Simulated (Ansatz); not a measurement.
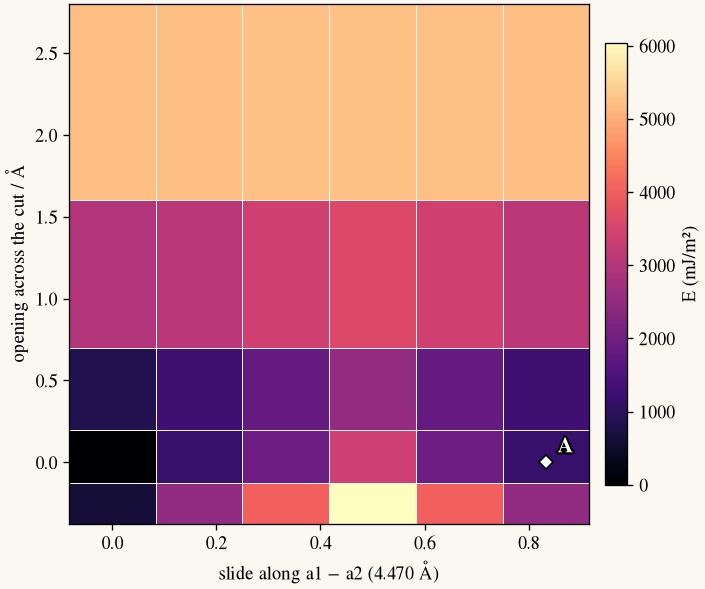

Mo (Im-3m, No. 229; 4 atoms in the cell). Rigid slide and opening across a plane, one cut a cell; the plane is (0 1 1) of the conventional cell. First axis: slide along a1 − a2 (4.470 Å). Second axis: opening across the cut. Nothing is relaxed (rigid halves). Grid: 6 × 5 points; 20 points were computed and 10 follow by symmetry. Points are written as (first, second). All energies are given in mJ/m² relative to the lowest grid point. These are results of DFT PBE, scalar-relativistic, plane waves, PAW in Ansatz 0.2.0, not measurements. Settings: cutoff 420 eV, k-mesh 17×17×5 in the order of the run's cell vectors, gaussian smearing 0.15 eV, no spin polarisation.

Drawn: one coloured cell a grid point, the point A.

Q: Which way does the force act at A, and how strong is it?

A: A, at (0.833, 0.00 Å), is not a stationary point. The computed force is 5500 mJ/m² for each unit of the axis towards larger values of slide along a1 − a2 (4.470 Å) and 2800 mJ/m² for each Å towards larger values of opening across the cut.

PAW datasets: the set soft_1.
